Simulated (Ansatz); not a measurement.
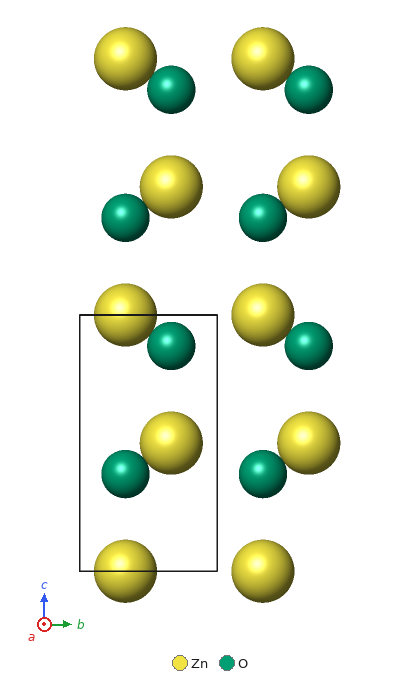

The picture looks along a close-packed row of the hexagonal mesh; c points upwards. Every atom sits on one of the three columns of the mesh; call them A, B, C in the order in which they first turn up. The sequence starts with the first layer at or above the cell's origin.

ZnO (space group P6_3mc, No. 186). Coordinates: the geometry relaxed at fixed volume with DFT PBE, scalar-relativistic, plane waves, PAW (Ansatz).

> Give the sequence of layers in one repeat, with element and column.

Zn(A) – O(A) – Zn(B) – O(B) (four layers in 5.40 Å).

> How are the O layers alone stacked?

O layers alone: AB, the hexagonal close-packed type.

> Which positions between or in the O layers do the other atoms fill?

Zn: two tetrahedral sites (per hexagonal cell).

> What short polytype symbol fits?

Polytype symbol 2H, the symbol of a tetrahedral polytype (number of double layers in the repeat and lattice).
